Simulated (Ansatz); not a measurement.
**Geometry relaxation of Ge3Si2 (part 1 of 2)**

- system: Ge3Si2 (10 atoms in the cell)
- method: DFT PBE, scalar-relativistic, plane waves, PAW, no spin polarisation (Ansatz 0.2.0)

The structure was made by a generator, so it may or may not be a known phase.

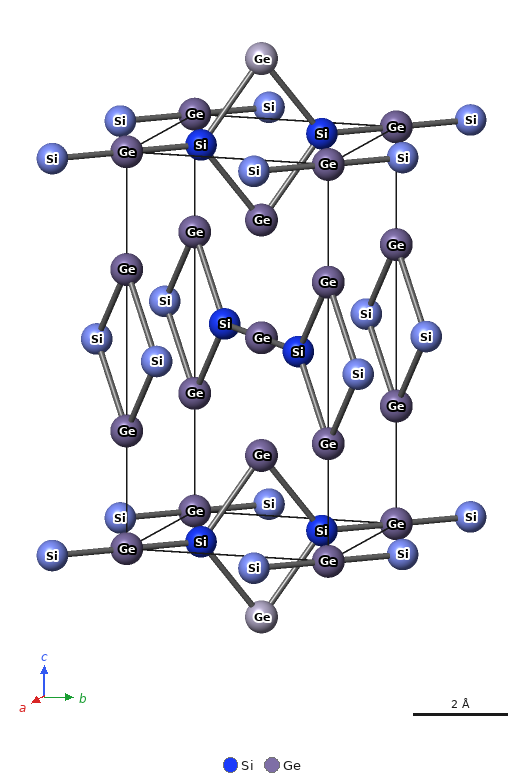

The input geometry (ball-and-stick view of the cell of the calculation, seen slightly off an axis; neighbours outside the cell are drawn fainter). Near neighbours in the crystal (not all of them lie inside the picture): Si has 3 Ge at 1.78 to 2.28 Å; Ge has 2 Si at 1.78 to 2.28 Å.

The input
```yaml
crystal:
  lattice:
    - [4.55538145, 0.0, 0.0]
    - [0.0, 4.55538145, 0.0]
    - [0.0, 0.0, 8.65045624]
  atoms:
    - { symbol: Si, position: [0.72424325, 0.27575675, 0.0] }
    - { symbol: Si, position: [0.27575675, 0.72424325, 0.0] }
    - { symbol: Si, position: [0.22424325, 0.22424325, 0.5] }
    - { symbol: Si, position: [0.77575675, 0.77575675, 0.5] }
    - { symbol: Ge, position: [0.0, 0.0, 0.70338975] }
    - { symbol: Ge, position: [0.5, 0.5, 0.20338975] }
    - { symbol: Ge, position: [0.5, 0.5, 0.79661025] }
    - { symbol: Ge, position: [0.0, 0.0, 0.29661025] }
    - { symbol: Ge, position: [0.0, 0.0, 0.0] }
    - { symbol: Ge, position: [0.5, 0.5, 0.5] }
basis:
  ecutwfc: 420
kpoints:
  mp_grid: { grid: [4, 4, 2] }
hamiltonian:
  xc: pbe
scf:
  occupations: { method: gaussian, width: 0.1 }
  lower_state_search: "off"
output:
  forces: true
  stress: true
  eigenvalues: true
relax:
  adjacent_minimum: "off"
  f_tol: 0.04
  max_steps: 70
  cell: { stress_tol: 0.4 }
```

Machine: 1 thread of Arm Neoverse V2, 24 GiB of memory available, shared host.

Launch command:
```bash
ansatz run input.yaml --threads 1 --pin off --max-ram 2560MiB --backend cpu --events-out ev --progress --plain --runs-dir out
```

What the program printed
```
Engine: ansatz 0.2.0, aarch64-unknown-linux-gnu
Pseudopotentials: kind: paw
Pseudopotential: Si, paw, valence charge 4, recommended cutoff 420 eV (normal), Si.paw.azcp
Pseudopotential: Ge, paw, valence charge 14, recommended cutoff 420 eV (normal), Ge.paw.azcp
Functional definition: PBE
  parameter kappa = 0.804
  parameter beta = 0.06672455060314922
  exchange = pbe_x(kappa = kappa, mu = beta*pi^2/3)
  correlation = pbe_c(beta = beta)
Crystal: 10 atoms, lattice volume = 179.510 Å³
Basis set: ecut = 420 eV, 3501 PW (Γ), exchange–correlation on 64×64×120 points (8 copies of the dense FFT grid, shifted against one another)
Bands: 60, of which v1, the nominal top of the filled ones, is band 50 counted from 1 (49 counted from 0)
Symmetry: 16 space group operations
Space group: P42/mnm (ITA 136), of the structure as read, at distance tolerance 5.6e-5 Å
k-points: 12 of 32
Non-local potential: Si, projectors of the file, l = 0: 2, l = 1: 2, l = 2: 2
Non-local potential: Ge, projectors of the file, l = 0: 2, l = 1: 2, l = 2: 3, l = 3: 1
PAW form: soft (Blöchl's): semilocal exchange-correlation on the pseudo side does not see the compensation charge
PAW one-centre angular grid: Si, 110 points (default); XC on 64 Gauss nodes
PAW one-centre angular grid: Ge, 590 points (default); XC on 64 Gauss nodes
Initial density: superposition of atomic densities (neutral atoms: chi_scale 0, normalization atom), corrected by the library's trained network
Initial wavefunctions: pseudopotential atomic-orbital guess
Functional: x = pbe(κ = 0.804, μ = 0.2195149727645171), c = pbe(β = 0.06672455060314922)
SCF iter   1: F=—  HF=-28291.486164 eV  |F-HF|=—  |Δ(HF+E_count)|=         —  Δρ=4.47e-3  dr2=6.27e-2  ethr=1.77e-3  ⟨swp⟩=7.2  Hψ=2817  notcnv=0  defer=1
preconditioner: auto → Kerker (q_TF=auto, 2.475 Å⁻¹)  [metal: Δε(μ)=0.073 eV  Ē_g=19.694 eV  σ=0.100 eV  W_gap=0.36  n_scr=46 (ndim 8)  ℏωp=27.7 eV  f_vac=0.000  D(μ)=8.04/eV (n_scr^D=58)]
SCF iter   2: F=—  HF=-28291.478892 eV  |F-HF|=—  |Δ(HF+E_count)|=   7.27e-3  Δρ=2.72e-3  dr2=2.28e-2  ethr=6.27e-5  ⟨swp⟩=1.1  Hψ=830  notcnv=0  defer=2
SCF iter   3: F=—  HF=-28291.473852 eV  |F-HF|=—  |Δ(HF+E_count)|=   5.04e-3  Δρ=5.21e-4  dr2=4.33e-4  ethr=2.28e-5  ⟨swp⟩=2.0  Hψ=889  notcnv=0  defer=2
SCF iter   4: F=—  HF=-28291.473684 eV  |F-HF|=—  |Δ(HF+E_count)|=   1.69e-4  Δρ=2.73e-4  dr2=1.96e-4  ethr=4.33e-7  ⟨swp⟩=2.3  Hψ=1259  notcnv=0  defer=2
SCF iter   5: F=—  HF=-28291.473677 eV  |F-HF|=—  |Δ(HF+E_count)|=   6.61e-6  Δρ=1.20e-4  dr2=4.83e-5  ethr=1.96e-7  ⟨swp⟩=2.0  Hψ=1158  notcnv=0  defer=2
SCF iter   6: F=—  HF=-28291.473844 eV  |F-HF|=—  |Δ(HF+E_count)|=   1.67e-4  Δρ=3.78e-5  dr2=4.80e-6  ethr=4.83e-8  ⟨swp⟩=2.2  Hψ=889  notcnv=0  defer=2
SCF iter   7: F=—  HF=-28291.473846 eV  |F-HF|=—  |Δ(HF+E_count)|=   1.76e-6  Δρ=7.77e-6  dr2=1.44e-7  ethr=4.80e-9  ⟨swp⟩=2.0  Hψ=926  notcnv=0  defer=2
SCF iter   8: F=-28291.473846 eV  HF=-28291.473846 eV  |F-HF|=1.87e-9  |Δ(HF+E_count)|=   1.09e-7  Δρ=1.99e-6  dr2=9.17e-9  ethr=1.00e-10  ⟨swp⟩=9.5  Hψ=2718  notcnv=0
SCF 1 converged in 8 iterations: F = -28291.473846 eV  dr2 = 9.17e-9
  greatest PAW one-centre occupation: 1.001 electrons in one spin orbital (limit 2), on the Ge atom at site 8 (counted from 0), in its partial waves of l = 2
relax step   1: F+E_penalty+E_count = -28291.47384606 eV  Δ(F+E_penalty+E_count) = +0.000e0 eV  max|allowed force component| = 1.054e1 eV/Å  Δτ_max = 0.0000 Å  P = +47.846 GPa  Ω = 179.510 Å³  (8 SCF iters, dr2 threshold 1.00e-7 eV, accepted)
Crystal: 10 atoms, lattice volume = 203.759 Å³
Basis set: ecut = 420 eV, 3957 PW (Γ), exchange–correlation on 64×64×120 points (8 copies of the dense FFT grid, shifted against one another)
Initial density: handed on by an earlier stage of this run
Initial wavefunctions: those handed on with the density
iter 1 solved again at ethr=1.84e-3 eV; its pass at ethr=3.10e-3 eV (dr2=1.84e0 eV) is discarded
SCF iter   1: F=—  HF=-28302.770836 eV  |F-HF|=—  |Δ(HF+E_count)|=         —  Δρ=2.09e-2  dr2=1.85e0  ethr=1.84e-3  ⟨swp⟩=1.2  Hψ=3469  notcnv=0
preconditioner: auto → Resta (q_TF=auto, 2.423 Å⁻¹)  ε∞=2.8  [insulator: Δε(μ)=0.099 eV  Ē_g=19.233 eV  σ=0.100 eV  W_gap=0.51  n_scr=46 (ndim 8)  ℏωp=26.0 eV  f_vac=0.005  D(μ)=3.48/eV (n_scr^D=16)  ε∞_Penn≈2.8]
SCF iter   2: F=—  HF=-28302.330880 eV  |F-HF|=—  |Δ(HF+E_count)|=   4.40e-1  Δρ=1.01e-2  dr2=2.85e-1  ethr=1.84e-3  ⟨swp⟩=2.9  Hψ=1011  notcnv=0
preconditioner: auto → Kerker (q_TF=auto, 2.423 Å⁻¹)  [metal: Δε(μ)=0.037 eV  Ē_g=19.211 eV  σ=0.100 eV  W_gap=0.21  n_scr=46 (ndim 8)  ℏωp=26.0 eV  f_vac=0.003  D(μ)=5.71/eV (n_scr^D=38)]
SCF iter   3: F=—  HF=-28302.265029 eV  |F-HF|=—  |Δ(HF+E_count)|=   6.59e-2  Δρ=2.54e-3  dr2=1.33e-2  ethr=2.85e-4  ⟨swp⟩=2.8  Hψ=1389  notcnv=0  defer=34
SCF iter   4: F=—  HF=-28302.261911 eV  |F-HF|=—  |Δ(HF+E_count)|=   3.12e-3  Δρ=1.38e-3  dr2=5.27e-3  ethr=1.33e-5  ⟨swp⟩=2.0  Hψ=1103  notcnv=0  defer=34
SCF iter   5: F=—  HF=-28302.261408 eV  |F-HF|=—  |Δ(HF+E_count)|=   5.03e-4  Δρ=3.56e-4  dr2=3.63e-4  ethr=5.27e-6  ⟨swp⟩=2.0  Hψ=846  notcnv=0  defer=34
SCF iter   6: F=—  HF=-28302.261555 eV  |F-HF|=—  |Δ(HF+E_count)|=   1.47e-4  Δρ=1.16e-4  dr2=4.10e-5  ethr=3.63e-7  ⟨swp⟩=2.0  Hψ=1163  notcnv=0  defer=34
SCF iter   7: F=—  HF=-28302.261567 eV  |F-HF|=—  |Δ(HF+E_count)|=   1.23e-5  Δρ=5.35e-5  dr2=8.28e-6  ethr=4.10e-8  ⟨swp⟩=2.0  Hψ=1285  notcnv=0  defer=34
SCF iter   8: F=-28302.261562 eV  HF=-28302.261562 eV  |F-HF|=2.36e-7  |Δ(HF+E_count)|=   5.21e-6  Δρ=1.54e-5  dr2=5.41e-7  ethr=1.00e-9  ⟨swp⟩=8.2  Hψ=3505  notcnv=0
SCF 2 converged in 8 iterations: F = -28302.261562 eV  dr2 = 5.41e-7
  greatest PAW one-centre occupation: 0.998 electrons in one spin orbital (limit 2), on the Ge atom at site 9 (counted from 0), in its partial waves of l = 2
relax step   2: F+E_penalty+E_count = -28302.26156185 eV  Δ(F+E_penalty+E_count) = -1.079e1 eV  max|allowed force component| = 2.298e0 eV/Å  Δτ_max = 0.1701 Å  P = +17.524 GPa  Ω = 203.759 Å³  energy of the carried Pulay correction = -5.058e-3 eV  (8 SCF iters, dr2 threshold 1.00e-6 eV, accepted)
Crystal: 10 atoms, lattice volume = 224.218 Å³
Basis set: ecut = 420 eV, 4355 PW (Γ), exchange–correlation on 64×64×120 points (8 copies of the dense FFT grid, shifted against one another)
iter 1 solved again at ethr=2.79e-4 eV; its pass at ethr=3.10e-3 eV (dr2=2.79e-1 eV) is discarded
SCF iter   1: F=—  HF=-28304.270089 eV  |F-HF|=—  |Δ(HF+E_count)|=         —  Δρ=7.70e-3  dr2=2.82e-1  ethr=2.79e-4  ⟨swp⟩=1.1  Hψ=3243  notcnv=0
preconditioner: auto → Kerker (q_TF=auto, 2.385 Å⁻¹)  [metal: Δε(μ)=0.055 eV  Ē_g=18.860 eV  σ=0.100 eV  W_gap=0.29  n_scr=46 (ndim 8)  ℏωp=24.8 eV  f_vac=0.008  D(μ)=5.48/eV (n_scr^D=38)]
SCF iter   2: F=—  HF=-28304.219765 eV  |F-HF|=—  |Δ(HF+E_count)|=   5.03e-2  Δρ=4.59e-3  dr2=9.15e-2  ethr=2.79e-4  ⟨swp⟩=1.1  Hψ=722  notcnv=0
SCF iter   3: F=—  HF=-28304.198214 eV  |F-HF|=—  |Δ(HF+E_count)|=   2.16e-2  Δρ=1.28e-3  dr2=4.37e-3  ethr=9.15e-5  ⟨swp⟩=2.0  Hψ=1318  notcnv=0
SCF iter   4: F=—  HF=-28304.196362 eV  |F-HF|=—  |Δ(HF+E_count)|=   1.85e-3  Δρ=6.09e-4  dr2=1.86e-3  ethr=4.37e-6  ⟨swp⟩=2.0  Hψ=1326  notcnv=0
SCF iter   5: F=—  HF=-28304.196424 eV  |F-HF|=—  |Δ(HF+E_count)|=   6.20e-5  Δρ=2.18e-4  dr2=2.32e-4  ethr=1.86e-6  ⟨swp⟩=2.0  Hψ=913  notcnv=0
SCF iter   6: F=—  HF=-28304.196867 eV  |F-HF|=—  |Δ(HF+E_count)|=   4.43e-4  Δρ=6.56e-5  dr2=1.57e-5  ethr=2.32e-7  ⟨swp⟩=2.0  Hψ=1324  notcnv=0
SCF iter   7: F=—  HF=-28304.196882 eV  |F-HF|=—  |Δ(HF+E_count)|=   1.55e-5  Δρ=1.76e-5  dr2=1.06e-6  ethr=1.57e-8  ⟨swp⟩=2.0  Hψ=961  notcnv=0
SCF iter   8: F=-28304.196883 eV  HF=-28304.196883 eV  |F-HF|=3.27e-8  |Δ(HF+E_count)|=   9.19e-7  Δρ=5.93e-6  dr2=1.35e-7  ethr=1.00e-9  ⟨swp⟩=6.2  Hψ=2856  notcnv=0
SCF 3 converged in 8 iterations: F = -28304.196883 eV  dr2 = 1.35e-7
relax step   3: F+E_penalty+E_count = -28304.19688309 eV  Δ(F+E_penalty+E_count) = -1.935e0 eV  max|allowed force component| = 1.027e0 eV/Å  Δτ_max = 0.0560 Å  P = +7.138 GPa  Ω = 224.218 Å³  energy of the carried Pulay correction = -8.857e-3 eV  (8 SCF iters, dr2 threshold 1.00e-6 eV, accepted)
Crystal: 10 atoms, lattice volume = 238.037 Å³
Basis set: ecut = 420 eV, 4675 PW (Γ), exchange–correlation on 64×64×120 points (8 copies of the dense FFT grid, shifted against one another)
iter 1 solved again at ethr=8.61e-5 eV; its pass at ethr=3.10e-3 eV (dr2=8.61e-2 eV) is discarded
SCF iter   1: F=—  HF=-28304.860391 eV  |F-HF|=—  |Δ(HF+E_count)|=         —  Δρ=5.20e-3  dr2=8.77e-2  ethr=8.61e-5  ⟨swp⟩=1.1  Hψ=3198  notcnv=0
preconditioner: auto → LDOS  [metal: Δε(μ)=0.031 eV  Ē_g=6.988 eV  σ=0.100 eV  W_gap=0.17  n_scr=54 (ndim 8)  ℏωp=15.2 eV  f_vac=0.010  D(μ)=5.61/eV (n_scr^D=38)  β→1.0]
SCF iter   2: F=—  HF=-28304.837063 eV  |F-HF|=—  |Δ(HF+E_count)|=   2.33e-2  Δρ=1.32e-3  dr2=5.25e-3  ethr=8.61e-5  ⟨swp⟩=2.0  Hψ=1010  notcnv=0
preconditioner: auto → Kerker (q_TF=auto, 2.361 Å⁻¹)  [metal: Δε(μ)=0.021 eV  Ē_g=7.025 eV  σ=0.100 eV  W_gap=0.12  n_scr=54 (ndim 8)  ℏωp=15.2 eV  f_vac=0.008  D(μ)=6.15/eV (n_scr^D=38)  β→0.5]
SCF iter   3: F=—  HF=-28304.836455 eV  |F-HF|=—  |Δ(HF+E_count)|=   6.08e-4  Δρ=4.93e-4  dr2=6.82e-4  ethr=5.25e-6  ⟨swp⟩=2.0  Hψ=1165  notcnv=0
SCF iter   4: F=—  HF=-28304.837036 eV  |F-HF|=—  |Δ(HF+E_count)|=   5.81e-4  Δρ=2.26e-4  dr2=1.06e-4  ethr=6.82e-7  ⟨swp⟩=2.0  Hψ=1202  notcnv=0
SCF iter   5: F=—  HF=-28304.836953 eV  |F-HF|=—  |Δ(HF+E_count)|=   8.30e-5  Δρ=7.44e-5  dr2=2.14e-5  ethr=1.06e-7  ⟨swp⟩=2.0  Hψ=1196  notcnv=0
SCF iter   6: F=—  HF=-28304.836967 eV  |F-HF|=—  |Δ(HF+E_count)|=   1.46e-5  Δρ=2.75e-5  dr2=1.99e-6  ethr=2.14e-8  ⟨swp⟩=2.0  Hψ=1204  notcnv=0
SCF iter   7: F=-28304.836967 eV  HF=-28304.836968 eV  |F-HF|=1.43e-7  |Δ(HF+E_count)|=   3.02e-7  Δρ=1.08e-5  dr2=2.70e-7  ethr=1.00e-9  ⟨swp⟩=6.1  Hψ=3087  notcnv=0
SCF 4 converged in 7 iterations: F = -28304.836967 eV  dr2 = 2.70e-7
relax step   4: F+E_penalty+E_count = -28304.83696739 eV  Δ(F+E_penalty+E_count) = -6.401e-1 eV  max|allowed force component| = 3.192e-1 eV/Å  Δτ_max = 0.0435 Å  P = +1.808 GPa  Ω = 238.037 Å³  energy of the carried Pulay correction = -1.122e-2 eV  (7 SCF iters, dr2 threshold 1.00e-6 eV, accepted)
Crystal: 10 atoms, lattice volume = 243.945 Å³
Basis set: ecut = 420 eV, 4731 PW (Γ), exchange–correlation on 64×64×120 points (8 copies of the dense FFT grid, shifted against one another)
iter 1 solved again at ethr=1.49e-5 eV; its pass at ethr=3.10e-3 eV (dr2=1.49e-2 eV) is discarded
SCF iter   1: F=—  HF=-28304.903661 eV  |F-HF|=—  |Δ(HF+E_count)|=         —  Δρ=2.40e-3  dr2=1.49e-2  ethr=1.49e-5  ⟨swp⟩=1.2  Hψ=3188  notcnv=0
preconditioner: auto → Kerker (q_TF=auto, 2.351 Å⁻¹)  [metal: Δε(μ)=0.046 eV  Ē_g=6.881 eV  σ=0.100 eV  W_gap=0.24  n_scr=54 (ndim 8)  ℏωp=15.0 eV  f_vac=0.010  D(μ)=5.82/eV (n_scr^D=38)]
SCF iter   2: F=—  HF=-28304.901351 eV  |F-HF|=—  |Δ(HF+E_count)|=   2.31e-3  Δρ=1.48e-3  dr2=6.01e-3  ethr=1.49e-5  ⟨swp⟩=1.0  Hψ=720  notcnv=0
SCF iter   3: F=—  HF=-28304.900026 eV  |F-HF|=—  |Δ(HF+E_count)|=   1.33e-3  Δρ=2.44e-4  dr2=2.52e-4  ethr=6.01e-6  ⟨swp⟩=2.0  Hψ=946  notcnv=0
SCF iter   4: F=—  HF=-28304.900310 eV  |F-HF|=—  |Δ(HF+E_count)|=   2.84e-4  Δρ=1.30e-4  dr2=7.55e-5  ethr=2.52e-7  ⟨swp⟩=2.0  Hψ=1321  notcnv=0
SCF iter   5: F=—  HF=-28304.900324 eV  |F-HF|=—  |Δ(HF+E_count)|=   1.35e-5  Δρ=6.14e-5  dr2=2.08e-5  ethr=7.55e-8  ⟨swp⟩=2.8  Hψ=1331  notcnv=0
SCF iter   6: F=—  HF=-28304.900330 eV  |F-HF|=—  |Δ(HF+E_count)|=   6.54e-6  Δρ=1.71e-5  dr2=1.63e-6  ethr=2.08e-8  ⟨swp⟩=2.0  Hψ=960  notcnv=0
SCF iter   7: F=-28304.900331 eV  HF=-28304.900331 eV  |F-HF|=6.21e-8  |Δ(HF+E_count)|=   1.10e-6  Δρ=4.15e-6  dr2=6.98e-8  ethr=1.00e-9  ⟨swp⟩=6.1  Hψ=2709  notcnv=0
SCF 5 converged in 7 iterations: F = -28304.900331 eV  dr2 = 6.98e-8
relax step   5: F+E_penalty+E_count = -28304.90033126 eV  Δ(F+E_penalty+E_count) = -6.336e-2 eV  max|allowed force component| = 1.424e-2 eV/Å  Δτ_max = 0.0252 Å  P = -0.085 GPa  Ω = 243.945 Å³  energy of the carried Pulay correction = -1.218e-2 eV  (7 SCF iters, dr2 threshold 1.00e-6 eV, accepted)
Basis set: ecut = 420 eV, 4731 PW (Γ), exchange–correlation on 72×72×128 points (8 copies of the dense FFT grid, shifted against one another)
Initial wavefunctions: pseudopotential atomic-orbital guess (no wavefunctions were taken with the density)
iter 1 solved again at ethr=3.72e-6 eV; its pass at ethr=3.10e-3 eV (dr2=3.72e-3 eV) is discarded
SCF iter   1: F=—  HF=-28304.525844 eV  |F-HF|=—  |Δ(HF+E_count)|=         —  Δρ=5.13e-3  dr2=3.86e-3  ethr=3.72e-6  ⟨swp⟩=2.1  Hψ=4144  notcnv=0
preconditioner: auto → Resta (q_TF=auto, 2.351 Å⁻¹)  ε∞=5.7  [insulator: Δε(μ)=0.145 eV  Ē_g=6.917 eV  σ=0.100 eV  W_gap=0.54  n_scr=54 (ndim 8)  ℏωp=15.0 eV  f_vac=0.008  D(μ)=6.31/eV (n_scr^D=38)  ε∞_Penn≈5.7]
SCF iter   2: F=—  HF=-28304.873139 eV  |F-HF|=—  |Δ(HF+E_count)|=   3.47e-1  Δρ=2.61e-3  dr2=6.47e-4  ethr=3.72e-6  ⟨swp⟩=2.2  Hψ=1341  notcnv=0
SCF iter   3: F=—  HF=-28304.972226 eV  |F-HF|=—  |Δ(HF+E_count)|=   9.91e-2  Δρ=1.21e-3  dr2=2.98e-4  ethr=6.47e-7  ⟨swp⟩=2.0  Hψ=965  notcnv=0
SCF iter   4: F=—  HF=-28304.998465 eV  |F-HF|=—  |Δ(HF+E_count)|=   2.62e-2  Δρ=1.08e-4  dr2=2.93e-5  ethr=2.98e-7  ⟨swp⟩=2.0  Hψ=943  notcnv=0
SCF iter   5: F=—  HF=-28304.998762 eV  |F-HF|=—  |Δ(HF+E_count)|=   2.97e-4  Δρ=3.01e-5  dr2=4.62e-6  ethr=2.93e-8  ⟨swp⟩=2.0  Hψ=1323  notcnv=0
SCF iter   6: F=—  HF=-28304.998814 eV  |F-HF|=—  |Δ(HF+E_count)|=   5.20e-5  Δρ=1.21e-5  dr2=8.96e-7  ethr=4.62e-9  ⟨swp⟩=2.0  Hψ=1190  notcnv=0
SCF iter   7: F=—  HF=-28304.998814 eV  |F-HF|=—  |Δ(HF+E_count)|=   1.72e-8  Δρ=7.37e-6  dr2=3.37e-7  ethr=8.96e-10  ⟨swp⟩=2.0  Hψ=1315  notcnv=0
SCF iter   8: F=-28304.998815 eV  HF=-28304.998815 eV  |F-HF|=1.24e-8  |Δ(HF+E_count)|=   2.67e-7  Δρ=1.37e-6  dr2=4.64e-9  ethr=6.40e-12  ⟨swp⟩=4.3  Hψ=3152  notcnv=0
SCF 6 converged in 8 iterations: F = -28304.998815 eV  dr2 = 4.64e-9
relax step   6: F+E_penalty+E_count = -28304.99881462 eV  Δ(F+E_penalty+E_count) = -9.848e-2 eV  max|allowed force component| = 1.604e-2 eV/Å  Δτ_max = 0.0000 Å  P = +0.673 GPa  Ω = 243.945 Å³  stress off target by 6.98e-1 GPa  SCF on the basis re-selected at this cell (its energy is not comparable with the rows above)  (8 SCF iters)
basis re-selected at this cell: Δ(F+E_penalty+E_count) = -9.848e-2 eV, ΔP = +0.758 GPa vs the last step (what re-selecting the basis moved, of the pressure what is left beyond the Pulay correction that the steps carried, after the strain that the cell walked since its last selection, with what the two solves' SCF thresholds leave and, on support functions, any second-order correction that the steps lacked; it is no measure of the basis error at this ecutwfc). The dense FFT grid was sized anew with the basis: this SCF ran on 36×36×64 points, the steps before it on 32×32×60, so part of this shift can come from that change (see relax.cell in the input reference). This SCF's stress stands 6.98e-1 GPa from its target on what of the cell is left free (relax.cell.stress_tol is 4.00e-1 GPa) and its largest allowed force component is 1.60e-2 eV/Å (relax.f_tol is 4.00e-2 eV/Å): not within both, so this SCF does not close the relaxation
Crystal: 10 atoms, lattice volume = 248.041 Å³
Basis set: ecut = 420 eV, 4831 PW (Γ), exchange–correlation on 72×72×128 points (8 copies of the dense FFT grid, shifted against one another)
iter 1 solved again at ethr=1.69e-6 eV; its pass at ethr=3.10e-3 eV (dr2=1.69e-3 eV) is discarded
SCF iter   1: F=—  HF=-28305.007848 eV  |F-HF|=—  |Δ(HF+E_count)|=         —  Δρ=8.33e-4  dr2=1.71e-3  ethr=1.69e-6  ⟨swp⟩=2.0  Hψ=3171  notcnv=0
preconditioner: auto → Resta (q_TF=auto, 2.345 Å⁻¹)  ε∞=5.7  [insulator: Δε(μ)=0.162 eV  Ē_g=6.860 eV  σ=0.100 eV  W_gap=0.56  n_scr=54 (ndim 8)  ℏωp=14.9 eV  f_vac=0.009  D(μ)=6.30/eV (n_scr^D=38)  ε∞_Penn≈5.7]
SCF iter   2: F=—  HF=-28305.007523 eV  |F-HF|=—  |Δ(HF+E_count)|=   3.26e-4  Δρ=4.81e-4  dr2=5.43e-4  ethr=1.69e-6  ⟨swp⟩=1.2  Hψ=723  notcnv=0
SCF iter   3: F=—  HF=-28305.007710 eV  |F-HF|=—  |Δ(HF+E_count)|=   1.87e-4  Δρ=6.08e-5  dr2=1.19e-5  ethr=5.43e-7  ⟨swp⟩=2.0  Hψ=953  notcnv=0
SCF iter   4: F=—  HF=-28305.007711 eV  |F-HF|=—  |Δ(HF+E_count)|=   6.05e-7  Δρ=3.10e-5  dr2=2.97e-6  ethr=1.00e-9  ⟨swp⟩=7.8  Hψ=3183  notcnv=0
SCF iter   5: F=-28305.007711 eV  HF=-28305.007710 eV  |F-HF|=3.79e-7  |Δ(HF+E_count)|=   2.70e-7  Δρ=1.31e-5  dr2=5.90e-7  ethr=1.00e-9  ⟨swp⟩=4.9  Hψ=2506  notcnv=0
SCF 7 converged in 5 iterations: F = -28305.007711 eV  dr2 = 5.90e-7
relax step   7: F+E_penalty+E_count = -28305.00771067 eV  Δ(F+E_penalty+E_count) = -8.896e-3 eV  max|allowed force component| = 3.770e-2 eV/Å  Δτ_max = 0.0110 Å  P = +0.127 GPa  Ω = 248.041 Å³  energy of the carried Pulay correction = -6.207e-4 eV  (5 SCF iters, dr2 threshold 1.00e-6 eV, accepted)
iter 1 solved again at ethr=1.12e-7 eV; its pass at ethr=3.10e-3 eV (dr2=1.12e-4 eV) is discarded
SCF iter   1: F=—  HF=-28304.986295 eV  |F-HF|=—  |Δ(HF+E_count)|=         —  Δρ=6.91e-4  dr2=3.29e-5  ethr=1.12e-7  ⟨swp⟩=3.2  Hψ=4415  notcnv=0
preconditioner: auto → Resta (q_TF=auto, 2.345 Å⁻¹)  ε∞=5.7  [insulator: Δε(μ)=0.160 eV  Ē_g=6.862 eV  σ=0.100 eV  W_gap=0.56  n_scr=54 (ndim 8)  ℏωp=14.9 eV  f_vac=0.009  D(μ)=6.34/eV (n_scr^D=38)  ε∞_Penn≈5.7]
SCF iter   2: F=—  HF=-28305.002700 eV  |F-HF|=—  |Δ(HF+E_count)|=   1.64e-2  Δρ=3.49e-4  dr2=6.99e-6  ethr=3.29e-8  ⟨swp⟩=2.2  Hψ=969  notcnv=0
SCF iter   3: F=—  HF=-28305.008042 eV  |F-HF|=—  |Δ(HF+E_count)|=   5.34e-3  Δρ=7.47e-5  dr2=9.45e-7  ethr=6.99e-9  ⟨swp⟩=2.2  Hψ=966  notcnv=0
SCF iter   4: F=—  HF=-28305.008287 eV  |F-HF|=—  |Δ(HF+E_count)|=   2.45e-4  Δρ=8.92e-6  dr2=2.21e-7  ethr=9.45e-10  ⟨swp⟩=2.0  Hψ=1324  notcnv=0
SCF iter   5: F=—  HF=-28305.008289 eV  |F-HF|=—  |Δ(HF+E_count)|=   1.98e-6  Δρ=3.60e-6  dr2=5.41e-8  ethr=2.21e-10  ⟨swp⟩=2.0  Hψ=1323  notcnv=0
SCF iter   6: F=—  HF=-28305.008289 eV  |F-HF|=—  |Δ(HF+E_count)|=   9.97e-9  Δρ=1.33e-6  dr2=1.19e-8  ethr=5.41e-11  ⟨swp⟩=2.0  Hψ=1318  notcnv=0
SCF iter   7: F=-28305.008289 eV  HF=-28305.008289 eV  |F-HF|=1.13e-10  |Δ(HF+E_count)|=   8.16e-9  Δρ=1.83e-7  dr2=1.14e-10  ethr=6.40e-12  ⟨swp⟩=5.2  Hψ=2224  notcnv=0
SCF 8 converged in 7 iterations: F = -28305.008289 eV  dr2 = 1.14e-10
relax step   8: F+E_penalty+E_count = -28305.00828931 eV  Δ(F+E_penalty+E_count) = -5.786e-4 eV  max|allowed force component| = 3.760e-2 eV/Å  Δτ_max = 0.0000 Å  P = +0.123 GPa  Ω = 248.041 Å³  stress off target by 1.39e-1 GPa  SCF on the basis re-selected at this cell (its energy is not comparable with the rows above)  (7 SCF iters)
```
